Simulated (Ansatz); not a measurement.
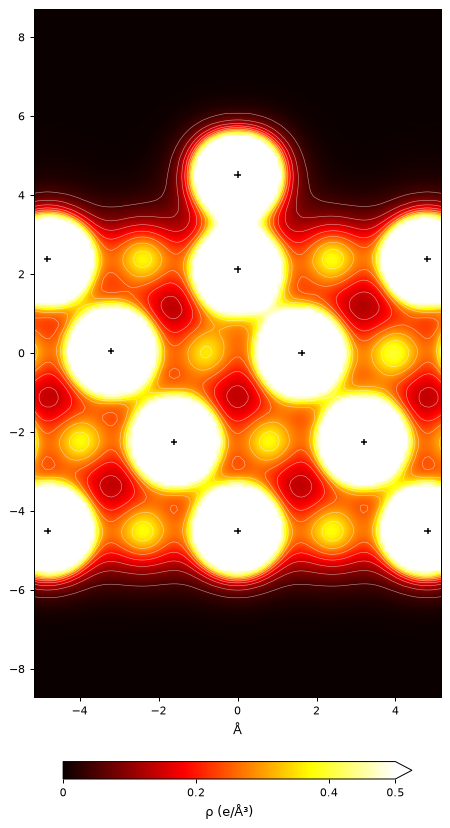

The valence pseudo-density on a plane through atoms (crosses mark nuclei in the plane).

Method: DFT PBE+D3(BJ), scalar-relativistic, plane waves, PAW (Ansatz).

Candidates:
A. Pt (slab), a = 5.56 Å, b = 5.56 Å, c = 25.80 Å, α = 90.00°, β = 90.00°, γ = 120.00°. 
B. Ni (slab), a = 3.48 Å, b = 3.48 Å, c = 23.96 Å, α = 90.00°, β = 90.00°, γ = 90.00°. Spin-polarised.

Which system is this?

Answer. Candidate A: Pt on the (110) plane of the calculation cell, a cut from vacuum to vacuum, which holds Pt. Pt–Pt (2.41 Å): the density is about 0.76 e/Å³ at the midpoint. Pt–Pt (2.67 Å): the density is about 0.46 e/Å³ at the midpoint.
